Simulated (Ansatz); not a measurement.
# What a change does: single-point calculation on SiO₂

System: SiO₂ (Fddd, 12 atoms in the cell).
Method of run A: Kohn-Sham DFT of a periodic cell, PBE, Ansatz PAW, no spin polarisation (Ansatz 0.2.0).

The structure derives from a Materials Project entry. Text and figures count atoms from 1; the logs count them from 0 in places.

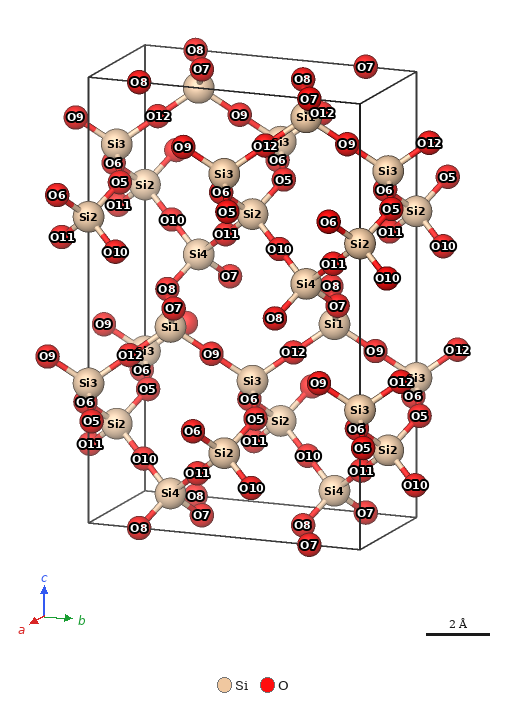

Fig. 1: The structure (ball-and-stick view of the cell 4 times as large as that of the calculation, set on its symmetry axes, seen slightly off an axis; bonded neighbours outside the cell are drawn too; atoms are numbered from 1 in the order of the input). An atom can appear more than once, as a periodic image.

Input file, run A:
```yaml
crystal:
  lattice:
    - [0.0, 4.71625711, 7.3627753715]
    - [2.3595806657, 0.0, 7.3627753715]
    - [2.3595806657, 4.71625711, 0.0]
  atoms:
    - { symbol: Si, position: [0.93676892, 0.93676892, 0.56323108] }
    - { symbol: Si, position: [0.68676892, 0.68676892, 0.31323108] }
    - { symbol: Si, position: [0.31323108, 0.31323108, 0.68676892] }
    - { symbol: Si, position: [0.56323108, 0.56323108, 0.93676892] }
    - { symbol: O, position: [0.0634396, 0.4365604, 0.0634396] }
    - { symbol: O, position: [0.4365604, 0.0634396, 0.4365604] }
    - { symbol: O, position: [0.8134396, 0.1865604, 0.8134396] }
    - { symbol: O, position: [0.1865604, 0.8134396, 0.1865604] }
    - { symbol: O, position: [0.125, 0.625, 0.625] }
    - { symbol: O, position: [0.625, 0.625, 0.625] }
    - { symbol: O, position: [0.625, 0.625, 0.125] }
    - { symbol: O, position: [0.625, 0.125, 0.625] }
hamiltonian:
  xc: pbe
  pseudopotentials: { kind: paw }
kpoints:
  mp_grid: { grid: [5, 5, 5] }
scf:
  occupations: { method: fermi_dirac, width: 0.05 }
output:
  forces: true
  stress: true
  eigenvalues: true
  write_density: true
  write_potential: true
  elf: true
  volumetric_format: npy
```

Command:
```bash
ansatz run input.yaml --threads 4 --pin off --max-ram 11264MiB --backend cpu --events-out ev --progress --plain --runs-dir out
```

Hardware: 4 threads of Arm Neoverse V1, 24 GiB of memory available, shared host.

Output, shortened to warnings, some set-up lines, iterations and results (run A):
```
Basis set: ecut = 420 eV, 3169 PW (Γ), exchange–correlation on 120×108×72 points (8 copies of the dense FFT grid, shifted against one another)
Symmetry: 8 space group operations
k-points: 27 of 125
Initial density: superposition of atomic densities (neutral atoms: chi_scale 0, normalization atom), corrected by the library's trained network
[...]
SCF iter   1: F=—  HF=-7096.125524 eV  |F-HF|=—  |Δ(HF+E_count)|=         —  Δρ=1.50e-3  dr2=2.67e-3  ethr=1.77e-3  ⟨swp⟩=6.6  Hψ=6163  notcnv=0  defer=50
SCF iter   2: F=—  HF=-7096.128007 eV  |F-HF|=—  |Δ(HF+E_count)|=   2.48e-3  Δρ=6.11e-4  dr2=2.31e-4  ethr=4.16e-6  ⟨swp⟩=2.3  Hψ=2187  notcnv=0  defer=88
SCF iter   3: F=—  HF=-7096.128645 eV  |F-HF|=—  |Δ(HF+E_count)|=   6.37e-4  Δρ=2.97e-4  dr2=7.85e-5  ethr=3.62e-7  ⟨swp⟩=2.8  Hψ=2028  notcnv=0  defer=88
SCF iter   4: F=—  HF=-7096.128854 eV  |F-HF|=—  |Δ(HF+E_count)|=   2.09e-4  Δρ=3.57e-5  dr2=2.03e-6  ethr=1.23e-7  ⟨swp⟩=2.0  Hψ=1858  notcnv=0  defer=88
SCF iter   5: F=—  HF=-7096.128857 eV  |F-HF|=—  |Δ(HF+E_count)|=   3.65e-6  Δρ=1.00e-5  dr2=1.73e-7  ethr=3.17e-9  ⟨swp⟩=2.0  Hψ=1587  notcnv=0  defer=88
SCF iter   6: F=-7096.128858 eV  HF=-7096.128858 eV  |F-HF|=6.12e-8  |Δ(HF+E_count)|=   2.45e-7  Δρ=8.42e-6  dr2=8.31e-8  ethr=1.56e-10  ⟨swp⟩=17.3  Hψ=9614  notcnv=0
SCF 1 converged in 6 iterations: F = -7096.128858 eV  dr2 = 8.31e-8
SCF converged after 6 iterations
Free energy (F): -7096.128858 eV
Harris-Foulkes:  -7096.128858 eV  (|F-HF|=6.12e-8)
Internal energy: -7096.128858 eV  (E = F + TS)
E sigma→0 (E₀):  -7096.128858 eV
Fermi energy:    4.755227 eV
--- Per-component energies (eV) ---
  E_band       = -325.223795
  E_kinetic    = 1613.124749
  E_local      = -4269.904773  (includes V_loc(G=0)·N_el)
  E_nonlocal   = 481.453818
  E_hartree    = 1553.123670
  E_xc         = -817.367874
  E_vxc        = -948.765852  (∫ρ·V_xc dr)
  E_paw        = -3325.921510  (= ΣΔE_a)
  E_vpaw       = -307.401960  (= ΣTr[D̂ρ^β])
  E_aug_tail   = 0.020939  (compensation charges beyond the density's cutoff)
  E_ewald      = -2330.657877
  E_smearing   = -0.000000  (= −TS)
  E_closure    = -0.000000  (closes the sum)
  Σ components = -7096.128858   (vs F -7096.128858, Δ=0.00e0)
--- Forces (eV/Å), atoms counted from 1 ---
  atom   1  Si     0.00000000     0.00000000     0.06798678
  atom   2  Si    -0.00000000     0.00000000     0.06798678
  atom   3  Si    -0.00000000     0.00000000    -0.06798678
  atom   4  Si     0.00000000    -0.00000000    -0.06798678
  atom   5  O     -0.00000000     0.36610654    -0.00000000
  atom   6  O      0.00000000    -0.36610654     0.00000000
  atom   7  O      0.00000000     0.36610654     0.00000000
  atom   8  O      0.00000000    -0.36610654     0.00000000
  atom   9  O      0.00000000     0.00000000     0.00000000
  atom  10  O      0.00000000     0.00000000    -0.00000000
  atom  11  O      0.00000000    -0.00000000     0.00000000
  atom  12  O      0.00000000    -0.00000000     0.00000000
  max |Σ_I F_I| component: 5.55e-17 eV/Å
--- Stress (GPa, compression-positive) ---
        4.867515       0.000000      -0.000000
        0.000000       5.140343       0.000000
       -0.000000       0.000000       4.963593
  P = ⅓ Tr σ = 4.9905 GPa (49.905 kbar)
```

The input of run B differs as follows (lines with − go, lines with + come):
```diff
-  mp_grid: { grid: [5, 5, 5] }
+  mp_grid: { grid: [7, 7, 7] }
+basis:
+  ecutwfc: "350 eV"
```

How does run B compare with run A?

The free energy of run B is 59.0 meV per atom higher, the joint effect of these numerical settings, which can't be told apart here. The SCF takes 7 iterations against 6. The irreducible k-points go from 27 to 64. The plane waves at Γ go from 3169 to 2439. On the same kind of shared host run B took about 1.7 times as long.

Output, shortened to warnings, some set-up lines, iterations and results (run B):
```
Warning: basis.ecutwfc = 350 eV is below the records' recommended 420 eV, and the density's cutoff is lower with it unless basis.ecutrho_ratio is high enough to keep the records' density cutoff: compare with a run at a higher cutoff
Basis set: ecut = 350 eV, 2439 PW (Γ), exchange–correlation on 108×96×72 points (8 copies of the dense FFT grid, shifted against one another)
Symmetry: 8 space group operations
k-points: 64 of 343
Initial density: superposition of atomic densities (neutral atoms: chi_scale 0, normalization atom), corrected by the library's trained network
[...]
SCF iter   1: F=—  HF=-7095.415142 eV  |F-HF|=—  |Δ(HF+E_count)|=         —  Δρ=5.88e-3  dr2=1.52e-2  ethr=1.77e-3  ⟨swp⟩=6.6  Hψ=14464  notcnv=0  defer=120
SCF iter   2: F=—  HF=-7095.418518 eV  |F-HF|=—  |Δ(HF+E_count)|=   3.38e-3  Δρ=2.30e-3  dr2=1.69e-3  ethr=2.37e-5  ⟨swp⟩=2.0  Hψ=5238  notcnv=0  defer=303
SCF iter   3: F=—  HF=-7095.420559 eV  |F-HF|=—  |Δ(HF+E_count)|=   2.04e-3  Δρ=1.14e-3  dr2=3.52e-4  ethr=2.64e-6  ⟨swp⟩=2.0  Hψ=3786  notcnv=0  defer=303
SCF iter   4: F=—  HF=-7095.421339 eV  |F-HF|=—  |Δ(HF+E_count)|=   7.80e-4  Δρ=4.74e-5  dr2=3.81e-6  ethr=5.50e-7  ⟨swp⟩=2.2  Hψ=4047  notcnv=0  defer=303
SCF iter   5: F=—  HF=-7095.421391 eV  |F-HF|=—  |Δ(HF+E_count)|=   5.23e-5  Δρ=2.48e-5  dr2=7.66e-7  ethr=5.96e-9  ⟨swp⟩=2.0  Hψ=4469  notcnv=0  defer=303
SCF iter   6: F=—  HF=-7095.421391 eV  |F-HF|=—  |Δ(HF+E_count)|=   9.63e-8  Δρ=1.04e-5  dr2=1.38e-7  ethr=1.20e-9  ⟨swp⟩=2.1  Hψ=4338  notcnv=0  defer=303
SCF iter   7: F=-7095.421391 eV  HF=-7095.421391 eV  |F-HF|=7.17e-9  |Δ(HF+E_count)|=  3.26e-10  Δρ=2.01e-6  dr2=7.25e-9  ethr=1.56e-10  ⟨swp⟩=16.4  Hψ=20444  notcnv=0
SCF 1 converged in 7 iterations: F = -7095.421391 eV  dr2 = 7.25e-9
SCF converged after 7 iterations
Free energy (F): -7095.421391 eV
Harris-Foulkes:  -7095.421391 eV  (|F-HF|=7.17e-9)
Internal energy: -7095.421391 eV  (E = F + TS)
E sigma→0 (E₀):  -7095.421391 eV
Fermi energy:    4.768492 eV
--- Per-component energies (eV) ---
  E_band       = -325.599426
  E_kinetic    = 1621.182877
  E_local      = -4269.578350  (includes V_loc(G=0)·N_el)
  E_nonlocal   = 474.258458
  E_hartree    = 1552.679571
  E_xc         = -819.542947
  E_vxc        = -951.571362  (∫ρ·V_xc dr)
  E_paw        = -3323.792228  (= ΣΔE_a)
  E_vpaw       = -305.279124  (= ΣTr[D̂ρ^β])
  E_aug_tail   = 0.029104  (compensation charges beyond the density's cutoff)
  E_ewald      = -2330.657877
  E_smearing   = -0.000000  (= −TS)
  E_closure    = 0.000000  (closes the sum)
  Σ components = -7095.421391   (vs F -7095.421391, Δ=0.00e0)
--- Forces (eV/Å), atoms counted from 1 ---
  atom   1  Si     0.00000000     0.00000000     0.06749890
  atom   2  Si    -0.00000000     0.00000000     0.06749890
  atom   3  Si    -0.00000000    -0.00000000    -0.06749890
  atom   4  Si     0.00000000    -0.00000000    -0.06749890
  atom   5  O     -0.00000000     0.35888126    -0.00000000
  atom   6  O      0.00000000    -0.35888126     0.00000000
  atom   7  O      0.00000000     0.35888126     0.00000000
  atom   8  O      0.00000000    -0.35888126     0.00000000
  atom   9  O      0.00000000     0.00000000     0.00000000
  atom  10  O      0.00000000    -0.00000000    -0.00000000
  atom  11  O      0.00000000     0.00000000     0.00000000
  atom  12  O      0.00000000     0.00000000     0.00000000
  max |Σ_I F_I| component: 1.11e-16 eV/Å
--- Stress (GPa, compression-positive) ---
        4.799213       0.000000      -0.000000
        0.000000       5.052272       0.000000
       -0.000000       0.000000       4.856285
  P = ⅓ Tr σ = 4.9026 GPa (49.026 kbar)
```

The two runs side by side:

```csv
quantity,run A,run B
outcome,converged,converged
free energy per atom (eV),−591.3441,−591.2851
gap on the mesh (eV),5.78,5.77
pressure (GPa),4.99,4.90
largest force (eV/Å),0.366,0.359
SCF iterations,6,7
irreducible k-points,27,64
plane waves at Γ,3169,2439
wall time (shared host),4.1 s,7.1 s
```

For run B: Warnings: the cutoff is below the recommended one.
